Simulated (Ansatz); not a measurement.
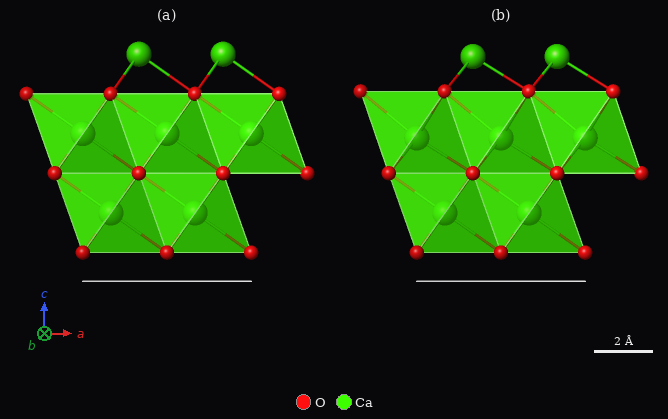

The structure of a slab of composition CaO (cut from the Fm-3m phase) before (left) and after (right) a constrained relaxation, at one scale.

The picture is a polyhedral view of the cell of the calculation, outlined in the plane, without the vacuum (origin shifted), seen along the b axis.

Case: clean slab, lower planes held. The slab is the (1 1 1) face of CaO. 12 atoms are held fixed.

These are results of DFT PBE+D3(BJ), scalar-relativistic, plane waves, PAW in Ansatz, not measurements. Settings: plane-wave cutoff 420 eV; k-point mesh 3 × 3 × 1; occupations gaussian; smearing width 0.05 eV; no spin polarisation; dipole correction; atoms relaxed in a fixed cell; force threshold 0.03 eV/Å; at most 70 steps.

Describe what moved and what it gained.

The largest moves, 0.15 Å, are those of Ca atoms. By element the largest moves are Ca 0.15 Å, O 0.08 Å. The cell stays as it was. Some distances before and after: Ca–O 2.392 → 2.535 Å, Ca–Ca 3.382 → 3.260 Å, Ca–O 2.392 → 2.300 Å, Ca–Ca 3.382 → 3.440 Å. Bond angles that change, for instance: Ca–O–Ca 180.0° → 172.3°, O–Ca–O 180.0° → 172.6°, Ca–O–Ca 90.0° → 83.7°. The energy falls by 0.688 eV per cell of the calculation in 3 geometry steps. The largest force component goes from 1.5 to 0.026 eV/Å. The run took 49 s on 4 threads of Arm Neoverse V2, on a shared host, peak memory 1.6 GiB.
